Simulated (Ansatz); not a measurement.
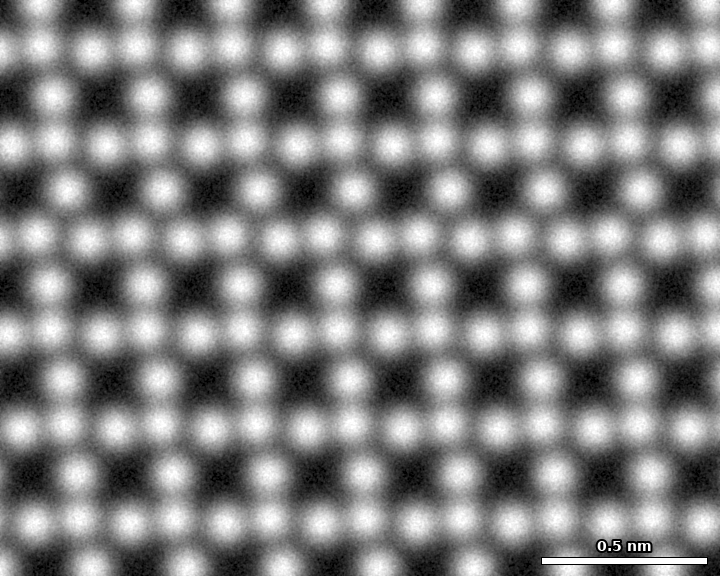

Z-contrast image of S (P3_121, No. 152) along [121]. Simulation: incoherent imaging, intensity Z^1.6 per atom, probe width 0.97 Å, thin sample. The probe carries 25 % of its weight in a tail 2.5 times as wide. The display is stretched by a gamma of 0.65; percentages refer to the linear signal. Shot noise was added.

One planar defect was built into the perfect crystal by geometry alone, without relaxation. Host structure: coordinates from a relaxation with Ansatz, DFT PBEsol, scalar-relativistic, plane waves, PAW; the starting structure was generated, so it need not be a known form of this composition.

### Where does the periodic pattern break, and how?

A planar fault (a stacking fault) runs horizontally about 7 Å below the top edge. The part above it is shifted along the boundary by 1/3 of the 2.92 Å repeat of the rows (1.0 Å to the right, the same as 1.9 Å to the left); both parts keep the same orientation.
